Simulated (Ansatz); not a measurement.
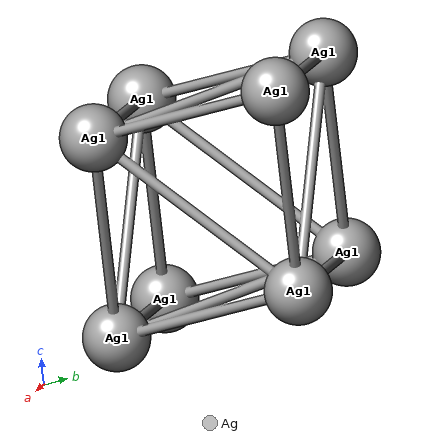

The system is Ag (Fm-3m, No. 225; 1 atom in the cell); the picture shows the reference structure. The cell is strained homogeneously, by one strain along x and y and another along z, with fractional coordinates fixed (x, y and z along the cube axes). Coordinates scanned: (1) strain along x and y; (2) strain along z. Grid: 5 × 5 points. Points are written as (first, second). Energies: meV/atom, counted from the unstrained cell. The reference cell is the one listed in the database, not relaxed at this level. Computed with DFT PBEsol, scalar-relativistic, plane waves, PAW (Ansatz). Settings: cutoff 420 eV, k-mesh 20×20×20, gaussian smearing 0.15 eV, no spin polarisation.

Its coordinates:

```xyz
1
Lattice="0.0000 2.0431 2.0431 2.0431 0.0000 2.0431 2.0431 2.0431 0.0000" Properties=species:S:1:pos:R:3 pbc="T T T"
Ag    0.0000    0.0000    0.0000
```

Range: strain along x and y from −3.0 to 3.0 %; strain along z from −3.0 to 3.0 %.

What landscape does the calculation give?

Answer. The lowest grid point is at (−1.5 %, 0.0 %), −2.7 meV/atom from the unstrained cell. The bottom of the well lies between grid points, at about (−0.8 %, −0.8 %), about 0.61 meV/atom lower on the interpolated surface. No other kind of well shows on this grid. The highest grid point, (3.0 %, 3.0 %), lies 67.4 meV/atom above the lowest.

| strain along z ↓, strain along x and y → | −3.0 | −1.5 | 0.0 | 1.5 | 3.0 |
| --- | --- | --- | --- | --- | --- |
| 3.0 | 3.2 | 2.9 | 14.3 | 35.4 | 64.7 |
| 1.5 | 3.5 | −1.5 | 5.7 | 23.2 | 49.2 |
| 0.0 | 7.4 | −2.7 | 0.0 | 13.4 | 35.9 |
| −1.5 | 15.3 | −0.3 | −2.6 | 6.4 | 24.9 |
| −3.0 | 27.7 | 6.0 | −1.7 | 2.4 | 16.6 |

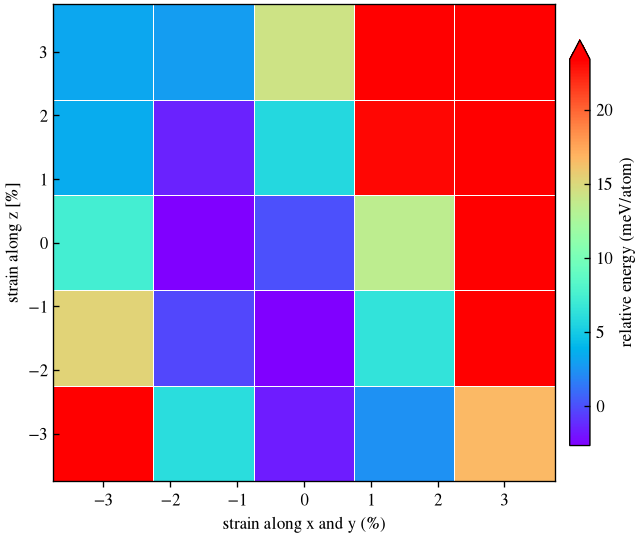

In the figure: one coloured cell a grid point, one colour for all values above the top of the scale.
